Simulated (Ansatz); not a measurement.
WS₂ (slab)

Input

```
crystal:
  lattice:
    - [6.3144062686, 0.0, 0.0]
    - [-3.1572031343, 5.4684362384, 0.0]
    - [0.0, 0.0, 26.1845726553]
  atoms:
    - { symbol: S, position: [0.6666666667, 0.3333333333, 0.3246186261] }
    - { symbol: S, position: [0.6666666667, 0.8333333333, 0.3246186261] }
    - { symbol: S, position: [0.1666666667, 0.3333333333, 0.3246186261] }
    - { symbol: S, position: [0.1666666667, 0.8333333333, 0.3246186261] }
    - { symbol: W, position: [0.3333333333, 0.1666666667, 0.3847013233] }
    - { symbol: W, position: [0.3333333333, 0.6666666667, 0.3847013233] }
    - { symbol: W, position: [0.8333333333, 0.1666666667, 0.3847013233] }
    - { symbol: W, position: [0.8333333333, 0.6666666667, 0.3847013233] }
    - { symbol: S, position: [0.6666666667, 0.3333333333, 0.4447377004] }
    - { symbol: S, position: [0.6666666667, 0.8333333333, 0.4447377004] }
    - { symbol: S, position: [0.1666666667, 0.3333333333, 0.4447377004] }
    - { symbol: S, position: [0.1666666667, 0.8333333333, 0.4447377004] }
    - { symbol: S, position: [0.0, 0.5, 0.5552622996] }
    - { symbol: S, position: [0.0, 0.0, 0.5552622996] }
    - { symbol: S, position: [0.5, 0.5, 0.5552622996] }
    - { symbol: S, position: [0.5, 0.0, 0.5552622996] }
    - { symbol: W, position: [0.6666666667, 0.3333333333, 0.6153449969] }
    - { symbol: W, position: [0.6666666667, 0.8333333333, 0.6153449969] }
    - { symbol: W, position: [0.1666666667, 0.3333333333, 0.6153449969] }
    - { symbol: W, position: [0.1666666667, 0.8333333333, 0.6153449969] }
    - { symbol: S, position: [0.0, 0.5, 0.6753813739] }
    - { symbol: S, position: [0.0, 0.0, 0.6753813739] }
    - { symbol: S, position: [0.5, 0.5, 0.6753813739] }
    - { symbol: S, position: [0.5, 0.0, 0.6753813739] }
basis:
  ecutwfc: 420
kpoints:
  mp_grid: { grid: [6, 6, 1] }
hamiltonian:
  xc: pbe
  dispersion: d3bj
scf:
  occupations: { method: gaussian, width: 0.05 }
output:
  forces: true
  eigenvalues: true
  write_density: true
  write_potential: true
  elf: true
  volumetric_format: npy
relax:
  adjacent_minimum: "off"
  f_tol: 0.03
  max_steps: 70
  constraints: [{ sites: [0, 1, 2, 3, 4, 5, 6, 7, 8, 9, 10, 11] }]
efield:
  axis: 3
  dipole_correction: true
  ramp_width: 0.04
```

Command:

```sh
ansatz run input.yaml --threads 4 --pin off --max-ram 10240MiB --backend cpu --events-out ev --progress --plain --runs-dir out
```

Level of theory: DFT PBE+D3(BJ), scalar-relativistic, plane waves, PAW in Ansatz.

The density is the valence pseudo-density of a PAW calculation; it isn't the true density close to the nuclei.

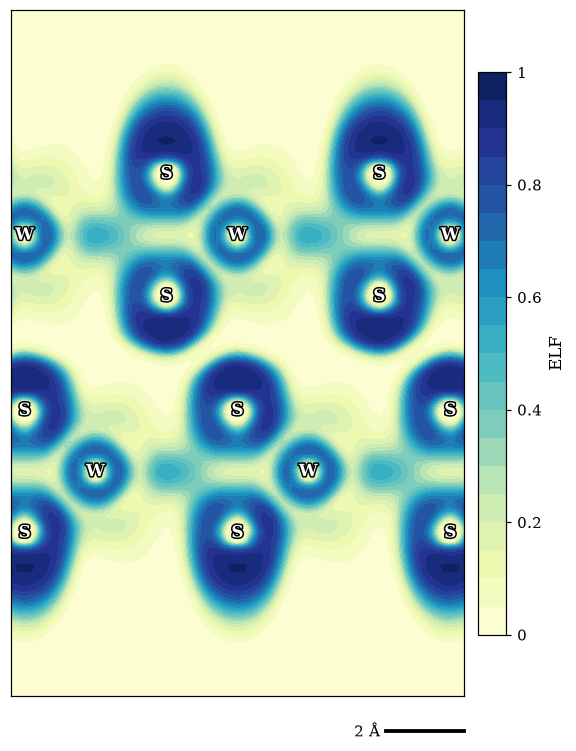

Figure 1. ELF on the (110) plane of the calculation cell, a cut from vacuum to vacuum.

> Interpret the plot.

- The section cuts through S and W sites.
- W–S (2.41 Å): the ELF peaks at about 0.85 in the valence shell of S, 0.8 Å from its nucleus, and is about 0.50 at the midpoint.
- The features right at W lie inside the PAW spheres, where the map follows smoothed inner orbitals and isn't to be read closely.

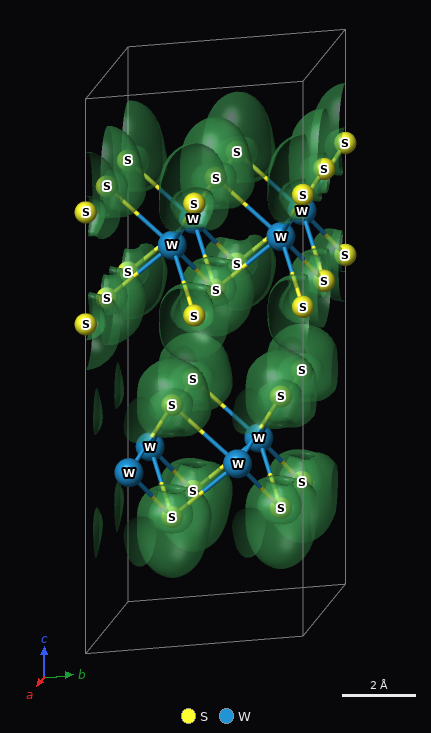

Figure 2. Isosurface of the electron localisation function at 0.75 (green), seen slightly off an axis. Core shells and regions of very low density are left out. Sticks mark near contacts.

> What do the ELF domains correspond to?

The surface consists of 16 regions wrapped around S (the valence shell of each), counted in one cell of 24 atoms. Counts are for one cell; the picture repeats the cell along the surface.

> Does the calculation make it a metal, or give it a gap?

It is gapped, with a Kohn–Sham gap of 1.4 eV on the k-point mesh, an upper bound to the gap of this method.
